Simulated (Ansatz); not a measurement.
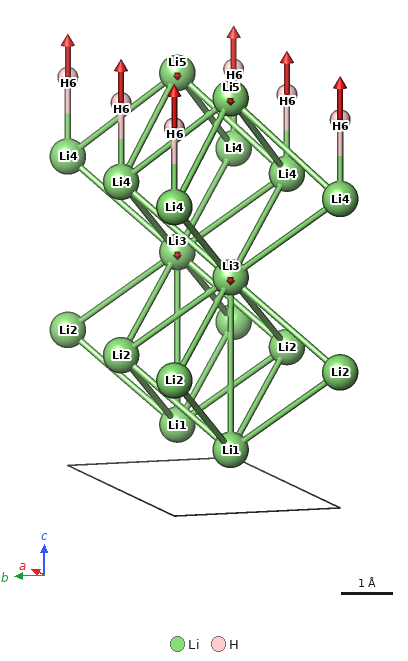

This is a constrained relaxation of a slab of composition Li₅H (cut from the Im-3m phase). The starting structure is drawn; red arrows show the displacements, 3 times their true length.

Style: ball-and-stick. Shown: the 2 × 1 repeat of the cell, outlined in the plane, without the vacuum, from a free direction.

Case: H put over a Li atom of a lower plane. The slab is the (1 0 0) face of Li with H on it. 2 atoms are held fixed.

The calculation used Ansatz, DFT r2SCAN, scalar-relativistic, plane waves, PAW. (plane-wave cutoff 500 eV; k-point mesh 8 × 8 × 1; occupations gaussian; smearing width 0.1 eV; no spin polarisation; dipole correction; atoms relaxed in a fixed cell; force threshold 0.03 eV/Å; at most 70 steps)

Question: What did the optimiser do to the structure, and how much energy did it gain?

Answer: The energy falls by 0.178 eV per cell of the calculation in 3 geometry steps. The largest force component goes from 1.3 to 0.005 eV/Å. The atom that moves furthest is H6 (0.30 Å along the normal (+c)). Largest moves by element: H 0.30 Å, Li 0.06 Å. The cell stays as it was. Some distances before and after: Li4–H6 1.601 → 1.874 Å, Li1–Li3 3.484 → 3.427 Å, Li3–Li4 3.022 → 3.068 Å, Li4–Li5 3.083 → 3.039 Å. Among the angles between lasting bonds that change: Li4–Li5–Li4 105.8° → 108.0°. The run took roughly 2.5 core-minutes on a shared host.

Limits of the set-up: the periodic images lie only 3.5 Å apart, so the values are limited by the cell's size.
